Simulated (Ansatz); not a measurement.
## Geometry relaxation, with input and output: WSe$_{2}$

- system: WSe$_{2}$ (6 atoms in the cell)
- method: DFT PBEsol+D3(BJ), scalar-relativistic, plane waves, PAW, no spin polarisation (Ansatz 0.2.0)

The structure derives from a Materials Project entry.

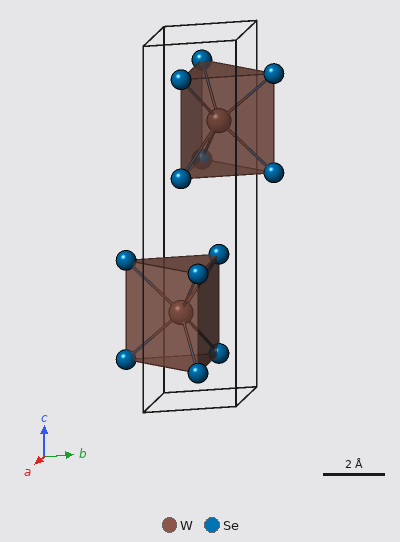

**Figure 1.** The structure as given in the input (polyhedral view of the cell of the calculation, seen slightly off an axis; polyhedra are completed across the faces of the cell). An atom can appear more than once, as a periodic image.

Input:
```yaml
crystal:
  lattice:
    - [3.2304797333, 0.0, 0.0]
    - [-1.6152398667, 2.7976775155, 0.0]
    - [0.0, 0.0, 12.4166794798]
  atoms:
    - { symbol: W, position: [0.6666666667, 0.3333333333, 0.2499277596] }
    - { symbol: W, position: [0.3333333333, 0.6666666667, 0.7500722404] }
    - { symbol: Se, position: [0.3333333333, 0.6666666667, 0.3853185469] }
    - { symbol: Se, position: [0.6666666667, 0.3333333333, 0.8854642784] }
    - { symbol: Se, position: [0.3333333333, 0.6666666667, 0.1145357216] }
    - { symbol: Se, position: [0.6666666667, 0.3333333333, 0.6146814531] }
basis:
  ecutwfc: 420
kpoints:
  mp_grid: { grid: [12, 12, 4] }
hamiltonian:
  xc: pbesol
  dispersion: d3bj
scf:
  occupations: { method: gaussian, width: 0.02 }
output:
  forces: true
  stress: true
  eigenvalues: true
  write_density: true
  write_potential: true
  elf: true
  volumetric_format: npy
relax:
  adjacent_minimum: "off"
  f_tol: 0.005
  max_steps: 80
  cell: { stress_tol: 0.05 }
```

Run as:
```bash
ansatz run input.yaml --threads 1 --pin off --max-ram 2560MiB --backend cpu --events-out ev --progress --plain --runs-dir out
```

Output:
```
Engine: ansatz 0.2.0, x86_64-unknown-linux-gnu
Pseudopotentials: kind: paw
Pseudopotential: W, paw, valence charge 14, recommended cutoff 420 eV (normal), W.paw.azcp
Pseudopotential: Se, paw, valence charge 16, recommended cutoff 420 eV (normal), Se.paw.azcp
Functional definition: PBEsol
  exchange = pbesol_x
  correlation = pbesol_c
Crystal: 6 atoms, lattice volume = 112.220 Å³
Basis set: ecut = 420 eV, 2249 PW (Γ), exchange–correlation on 48×48×180 points (8 copies of the dense FFT grid, shifted against one another)
Bands: 56, of which v1, the nominal top of the filled ones, is band 46 counted from 1 (45 counted from 0)
Symmetry: 12 space group operations
Space group: P-3m1 (ITA 164), of the structure as read, at distance tolerance 4.8e-5 Å
k-points: 69 of 576
Non-local potential: W, projectors of the file, l = 0: 3, l = 1: 2, l = 2: 2, l = 3: 1
Non-local potential: Se, projectors of the file, l = 0: 2, l = 1: 2, l = 2: 3, l = 3: 1
PAW form: soft (Blöchl's): semilocal exchange-correlation on the pseudo side does not see the compensation charge
PAW frozen core: W, regenerated for the run's functional, and the local potential with it (the file was generated under x = pbe(κ = 0.804, μ = 0.2195149727645171), c = pbe(β = 0.06672455060314922))
PAW frozen core: Se, regenerated for the run's functional, and the local potential with it (the file was generated under x = pbe(κ = 0.804, μ = 0.2195149727645171), c = pbe(β = 0.06672455060314922))
PAW one-centre angular grid: W, 590 points (default); XC on 64 Gauss nodes
PAW one-centre angular grid: Se, 590 points (default); XC on 64 Gauss nodes
Initial density: superposition of atomic densities (neutral atoms: chi_scale 0, normalization atom), corrected by the library's trained network
Initial wavefunctions: pseudopotential atomic-orbital guess
Functional: x = pbesol(κ = 0.804, μ = 0.12345679012345678), c = pbesol(β = 0.046)
SCF iter   1: F=—  HF=-42216.277763 eV  |F-HF|=—  |Δ(HF+E_count)|=         —  Δρ=4.90e-3  dr2=1.12e-2  ethr=1.77e-3  ⟨swp⟩=6.2  Hψ=13820  notcnv=0  defer=2
preconditioner: auto → Resta (q_TF=auto, 2.639 Å⁻¹)  ε∞=6.2  [insulator: Δε(μ)=0.704 eV  Ē_g=9.233 eV  σ=0.020 eV  W_gap=1.00  n_scr=40 (ndim 8)  ℏωp=21.0 eV  f_vac=0.020  D(μ)=0.00/eV (n_scr^D=0)  ε∞_Penn≈6.2]
SCF iter   2: F=—  HF=-42216.281557 eV  |F-HF|=—  |Δ(HF+E_count)|=   3.79e-3  Δρ=2.81e-3  dr2=3.78e-3  ethr=1.21e-5  ⟨swp⟩=3.0  Hψ=8113  notcnv=0  defer=172
SCF iter   3: F=—  HF=-42216.283832 eV  |F-HF|=—  |Δ(HF+E_count)|=   2.27e-3  Δρ=7.13e-4  dr2=4.82e-4  ethr=4.11e-6  ⟨swp⟩=2.0  Hψ=5162  notcnv=0  defer=172
SCF iter   4: F=—  HF=-42216.283894 eV  |F-HF|=—  |Δ(HF+E_count)|=   6.17e-5  Δρ=1.71e-4  dr2=8.78e-5  ethr=5.24e-7  ⟨swp⟩=2.9  Hψ=6306  notcnv=0  defer=172
SCF iter   5: F=—  HF=-42216.283893 eV  |F-HF|=—  |Δ(HF+E_count)|=   3.37e-7  Δρ=1.05e-4  dr2=1.05e-5  ethr=9.55e-8  ⟨swp⟩=2.0  Hψ=4351  notcnv=0  defer=172
SCF iter   6: F=—  HF=-42216.283899 eV  |F-HF|=—  |Δ(HF+E_count)|=   6.10e-6  Δρ=1.49e-5  dr2=2.20e-7  ethr=1.14e-8  ⟨swp⟩=2.0  Hψ=4922  notcnv=0  defer=172
SCF iter   7: F=-42216.283900 eV  HF=-42216.283900 eV  |F-HF|=1.14e-8  |Δ(HF+E_count)|=   1.75e-7  Δρ=3.83e-6  dr2=2.16e-8  ethr=1.09e-10  ⟨swp⟩=12.5  Hψ=23881  notcnv=0
SCF 1 converged in 7 iterations: F = -42216.283900 eV  dr2 = 2.16e-8
  greatest PAW one-centre occupation: 1.000 electrons in one spin orbital (limit 2), on the Se atom at site 4 (counted from 0), in its partial waves of l = 2
relax step   1: F+E_penalty+E_count = -42216.28389962 eV  Δ(F+E_penalty+E_count) = +0.000e0 eV  max|allowed force component| = 3.151e-3 eV/Å  Δτ_max = 0.0000 Å  P = -0.012 GPa  Ω = 112.220 Å³  (7 SCF iters, dr2 threshold 1.00e-7 eV, accepted)
Initial density: handed on by an earlier stage of this run
Initial wavefunctions: pseudopotential atomic-orbital guess (no wavefunctions were taken with the density)
iter 1 solved again at ethr=6.09e-8 eV; its pass at ethr=3.10e-3 eV (dr2=5.60e-5 eV) is discarded
SCF iter   1: F=—  HF=-42216.283897 eV  |F-HF|=—  |Δ(HF+E_count)|=         —  Δρ=3.94e-6  dr2=2.30e-8  ethr=6.09e-8  ⟨swp⟩=3.6  Hψ=23663  notcnv=0
preconditioner: auto → Resta (q_TF=auto, 2.639 Å⁻¹)  ε∞=6.2  [insulator: Δε(μ)=0.707 eV  Ē_g=9.237 eV  σ=0.020 eV  W_gap=1.00  n_scr=40 (ndim 8)  ℏωp=21.0 eV  f_vac=0.015  D(μ)=0.00/eV (n_scr^D=0)  ε∞_Penn≈6.2]
SCF iter   2: F=—  HF=-42216.283900 eV  |F-HF|=—  |Δ(HF+E_count)|=   2.28e-6  Δρ=2.63e-6  dr2=9.74e-9  ethr=2.50e-11  ⟨swp⟩=3.0  Hψ=7898  notcnv=0
SCF iter   3: F=—  HF=-42216.283900 eV  |F-HF|=—  |Δ(HF+E_count)|=   7.48e-9  Δρ=1.21e-6  dr2=4.13e-9  ethr=1.06e-11  ⟨swp⟩=2.0  Hψ=4770  notcnv=0
SCF iter   4: F=—  HF=-42216.283900 eV  |F-HF|=—  |Δ(HF+E_count)|=   1.44e-9  Δρ=3.16e-7  dr2=2.38e-10  ethr=4.49e-12  ⟨swp⟩=2.0  Hψ=4814  notcnv=0
SCF iter   5: F=-42216.283900 eV  HF=-42216.283900 eV  |F-HF|=1.46e-11  |Δ(HF+E_count)|=  2.91e-11  Δρ=1.96e-7  dr2=5.52e-11  ethr=1.00e-12  ⟨swp⟩=6.0  Hψ=17711  notcnv=0
SCF 2 converged in 5 iterations: F = -42216.283900 eV  dr2 = 5.52e-11
relax step   2: F+E_penalty+E_count = -42216.28389963 eV  Δ(F+E_penalty+E_count) = -4.817e-9 eV  max|allowed force component| = 3.163e-3 eV/Å  Δτ_max = 0.0000 Å  P = -0.012 GPa  Ω = 112.220 Å³  stress off target by 3.38e-2 GPa  SCF on the basis re-selected at this cell (its energy is not comparable with the rows above)  (5 SCF iters)
```

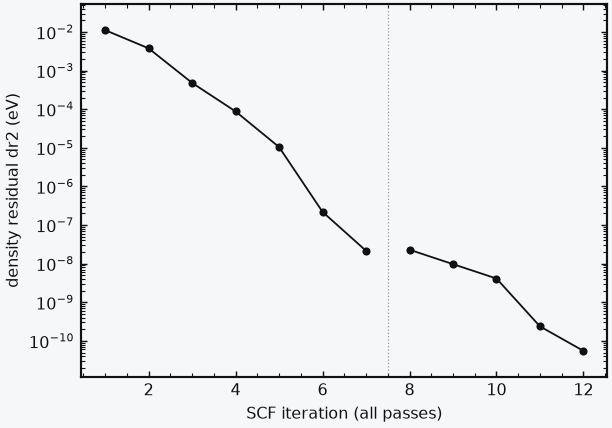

**Figure 2.** Convergence of the self-consistent field: density residual dr2 against the SCF iteration. The dotted lines part the SCF passes of the relaxation: geometry steps, rejected trials and re-solves on a re-selected basis. The passes take 7 and 5 iterations.

```
basis re-selected at this cell: Δ(F+E_penalty+E_count) = -4.817e-9 eV, ΔP = +0.000 GPa vs the last step (what re-selecting the basis moved, of the pressure what is left beyond the Pulay correction that the steps carried, after the strain that the cell walked since its last selection, with what the two solves' SCF thresholds leave and, on support functions, any second-order correction that the steps lacked; it is no measure of the basis error at this ecutwfc). This SCF's stress stands 3.38e-2 GPa from its target on what of the cell is left free (relax.cell.stress_tol is 5.00e-2 GPa) and its largest allowed force component is 3.16e-3 eV/Å (relax.f_tol is 5.00e-3 eV/Å): within both
SCF converged after 5 iterations
Free energy (F): -42216.283900 eV
Harris-Foulkes:  -42216.283900 eV  (|F-HF|=1.46e-11)
Internal energy: -42216.283900 eV  (E = F + TS)
E sigma→0 (E₀):  -42216.283900 eV
Fermi energy:    14.745051 eV
--- Per-component energies (eV) ---
  E_band       = -1565.249054
  E_kinetic    = 1385.074426
  E_local      = -10495.961825  (includes V_loc(G=0)·N_el)
  E_nonlocal   = -2361.896705
  E_hartree    = 5084.391728
  E_xc         = -948.711557
  E_vxc        = -876.195673  (∫ρ·V_xc dr)
  E_paw        = -24344.653516  (= ΣΔE_a)
  E_vpaw       = 614.949335  (= ΣTr[D̂ρ^β])
  E_aug_tail   = -0.002554  (compensation charges beyond the density's cutoff)
  E_ewald      = -10536.140902
  E_disp       = -2.860381  (pairwise vdW)
  E_core_change = 4.477386  (= ΣΔE_core)
  E_smearing   = -0.000000  (= −TS)
  E_closure    = 0.000000  (closes the sum)
  Σ components = -42216.283900   (vs F -42216.283900, Δ=0.00e0)
--- Forces (eV/Å), atoms counted from 1 ---
  atom   1  W      0.00000000     0.00000000     0.00072149
  atom   2  W     -0.00000000    -0.00000000    -0.00072149
  atom   3  Se    -0.00000000    -0.00000000     0.00316278
  atom   4  Se     0.00000000     0.00000000     0.00027780
  atom   5  Se    -0.00000000    -0.00000000    -0.00027780
  atom   6  Se     0.00000000     0.00000000    -0.00316278
  max |Σ_I F_I| component: 5.78e-18 eV/Å
--- Stress (GPa, compression-positive) ---
       -0.001338       0.000000       0.000000
        0.000000      -0.001338       0.000000
        0.000000       0.000000      -0.033750
  P = ⅓ Tr σ = -0.0121 GPa (-0.121 kbar)
--- Band table (eV; the first three rows and the last of 69) ---
  k-point 0: bands = ["-59.8480", "-59.8480", "-33.6117", "-33.6117", "-33.6115", "-33.6115", "-33.6110", "-33.6110", "-33.6108", "-33.6108", "-33.5872", "-33.5872", "-33.5862", "-33.5862", "-33.5860", "-33.5860", "-33.5850", "-33.5850", "-33.5771", "-33.5766", "-33.5750", "-33.5744", "-24.1806", "-24.1806", "-23.9886", "-23.9886", "-23.9886", "-23.9886", "-1.3641", "-0.9068", "-0.2286", "0.5187", "6.6466", "8.2597", "10.1677", "11.6554", "11.6554", "11.6859", "11.6859", "12.8139", "12.8139", "12.9154", "12.9154", "12.9186", "13.6086", "14.3920", "17.0564", "17.0564", "17.0737", "17.0737", "17.1477", "17.1477", "17.4494", "17.4494", "19.1452", "19.7627"]
  k-point 1: bands = ["-59.8480", "-59.8480", "-33.6117", "-33.6117", "-33.6115", "-33.6115", "-33.6109", "-33.6109", "-33.6108", "-33.6108", "-33.5871", "-33.5871", "-33.5865", "-33.5865", "-33.5857", "-33.5857", "-33.5851", "-33.5851", "-33.5770", "-33.5767", "-33.5749", "-33.5745", "-24.1806", "-24.1806", "-23.9886", "-23.9886", "-23.9886", "-23.9886", "-1.3196", "-1.0162", "-0.0803", "0.4277", "6.8178", "7.8920", "10.6251", "11.6597", "11.6597", "11.6812", "11.6812", "12.3881", "12.8287", "12.8287", "12.9005", "12.9005", "13.9119", "14.3504", "17.0516", "17.0516", "17.0536", "17.0536", "17.2090", "17.2090", "17.4116", "17.4116", "19.2541", "19.6894"]
  k-point 2: bands = ["-59.8480", "-59.8480", "-33.6116", "-33.6116", "-33.6116", "-33.6116", "-33.6109", "-33.6109", "-33.6108", "-33.6108", "-33.5870", "-33.5870", "-33.5868", "-33.5868", "-33.5855", "-33.5855", "-33.5853", "-33.5853", "-33.5769", "-33.5768", "-33.5747", "-33.5746", "-24.1806", "-24.1806", "-23.9886", "-23.9886", "-23.9886", "-23.9886", "-1.1939", "-1.1920", "0.1940", "0.1962", "7.2800", "7.2835", "11.5002", "11.5032", "11.6701", "11.6701", "11.6702", "11.6702", "12.8644", "12.8644", "12.8648", "12.8648", "14.2033", "14.2070", "17.0449", "17.0449", "17.0459", "17.0459", "17.3165", "17.3165", "17.3172", "17.3172", "19.4896", "19.4897"]
  k-point 68: bands = ["-59.8326", "-59.8326", "-33.6096", "-33.6096", "-33.6081", "-33.6080", "-33.6078", "-33.6078", "-33.6076", "-33.6075", "-33.5893", "-33.5891", "-33.5881", "-33.5881", "-33.5869", "-33.5868", "-33.5868", "-33.5868", "-33.5740", "-33.5740", "-33.5715", "-33.5715", "-24.2042", "-24.2042", "-24.1727", "-24.1727", "-24.1118", "-24.1118", "1.4256", "1.4256", "1.4588", "1.4588", "8.2564", "8.2578", "8.3899", "8.3899", "9.3898", "9.3912", "9.6132", "9.6132", "10.9334", "10.9334", "11.4159", "11.4159", "13.8883", "13.8894", "15.8206", "15.8206", "16.5700", "16.5730", "17.6040", "17.6040", "18.7525", "18.7525", "20.8481", "20.8501"]
--- Relaxed structure (1 steps of the walk, 1 accepted, 1 SCFs on fresh bases) ---
  F+E_penalty+E_count = -42216.28389963 eV   max|allowed force component| = 3.163e-3 eV/Å   (the final SCF, on the basis selected at the relaxed cell)
  cell:  # Å, volume = 112.2200 Å³
    - [3.2304797333296884, 2.8867538612785066e-11, 0.0]
    - [-1.6152398666898442, 2.7976775154598554, 0.0]
    - [0.0, 0.0, 12.4166794798]
  atoms:
    - { symbol: W, position: [0.6666666666666665, 0.3333333333333333, 0.2499277596] }
    - { symbol: W, position: [0.33333333333333326, 0.6666666666666666, 0.7500722404000001] }
    - { symbol: Se, position: [0.33333333333333326, 0.6666666666666666, 0.38531854690000006] }
    - { symbol: Se, position: [0.6666666666666665, 0.3333333333333333, 0.8854642784000001] }
    - { symbol: Se, position: [0.33333333333333326, 0.6666666666666666, 0.11453572160000002] }
    - { symbol: Se, position: [0.6666666666666665, 0.3333333333333333, 0.6146814531] }
```

Trajectory as extended XYZ (Å, eV, eV/Å), 2 frames, from step=1 to step=2:
```
6
Lattice="3.2305 0.0000 0.0000 -1.6152 2.7977 0.0000 0.0000 0.0000 12.4167" Properties=species:S:1:pos:R:3:forces:R:3 step=1 energy=-42216.28390 pressure_GPa=-0.01
W     1.6152    0.9326    3.1033    0.0000   0.0000   0.0007
W     0.0000    1.8651    9.3134    0.0000   0.0000  -0.0007
Se    0.0000    1.8651    4.7844    0.0000   0.0000   0.0032
Se    1.6152    0.9326   10.9945    0.0000   0.0000   0.0003
Se    0.0000    1.8651    1.4222    0.0000   0.0000  -0.0003
Se    1.6152    0.9326    7.6323    0.0000   0.0000  -0.0032
6
Lattice="3.2305 0.0000 0.0000 -1.6152 2.7977 0.0000 0.0000 0.0000 12.4167" Properties=species:S:1:pos:R:3:forces:R:3 step=2 energy=-42216.28390 pressure_GPa=-0.01
W     1.6152    0.9326    3.1033    0.0000   0.0000   0.0007
W     0.0000    1.8651    9.3134    0.0000   0.0000  -0.0007
Se    0.0000    1.8651    4.7844    0.0000   0.0000   0.0032
Se    1.6152    0.9326   10.9945    0.0000   0.0000   0.0003
Se    0.0000    1.8651    1.4222    0.0000   0.0000  -0.0003
Se    1.6152    0.9326    7.6323    0.0000   0.0000  -0.0032
```

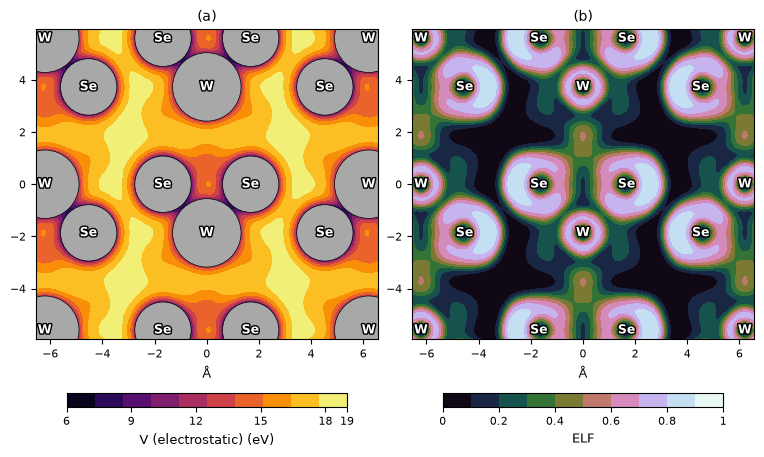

**Figure 3.** (a) electrostatic potential energy of an electron; (b) electron localisation function on the (110) plane of the conventional cell. Grey discs, where drawn, cover atomic cores. Atoms in the plane: W and Se. W–Se (2.51 Å): the ELF is about 0.50 at the midpoint. The strong features right at W lie inside the PAW spheres (semicore, d or f shells) and say nothing about bonding. Outside the cores the potential energy rises away from the atoms and is highest about 2.3 Å from the nearest atoms; outside the discs it spans about 12 eV, and its zero is arbitrary. In a PAW calculation such maps are meaningful between the atoms, not at the nuclei.

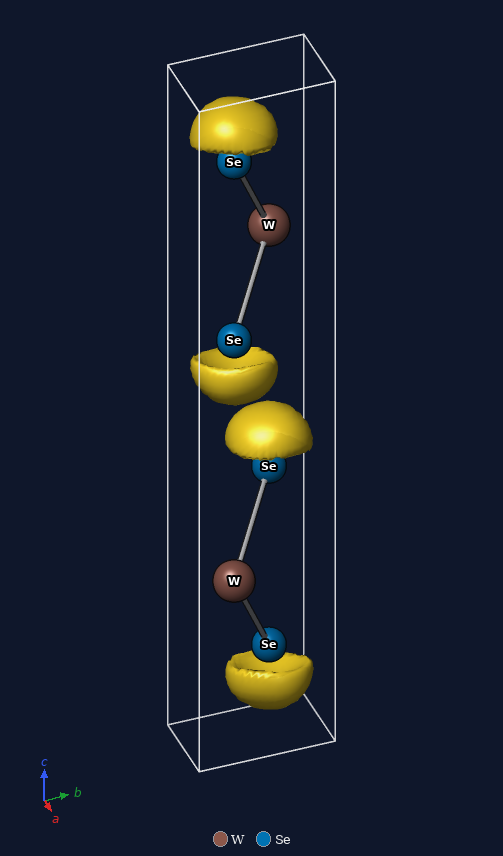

**Figure 4.** Isosurface of the ELF at 0.8 (yellow), seen slightly off an axis. Core shells and regions of very low density are left out. Sticks mark near contacts. The outline is the cell set on symmetry axes. Profiles from the grid: W–Se (2.51 Å): the ELF is about 0.50 at the midpoint.

Results in brief:

- outcome: converged
- space group (tolerance 0.01 Å): P6₃/mmc (194)
- electrons treated: 92
- free energy: −42216.2839 eV
- Fermi energy: 14.745 eV
- gap on the k-point mesh: 0.71 eV
- pressure: −0.01 GPa
- final volume: 112.22 Å³
- largest force (length of the vector) at the end: 0.003 eV/Å
- final cell: a = 3.230 Å, b = 3.230 Å, c = 12.417 Å, α = 90.00°, β = 90.00°, γ = 120.00°
- hardware: 1 thread of AMD EPYC (Zen 5), 32 GiB of memory available, shared host
- wall time: 15 s
- peak memory: 0.66 GiB

Remarks:

Spin–orbit coupling is left out, which matters for W.
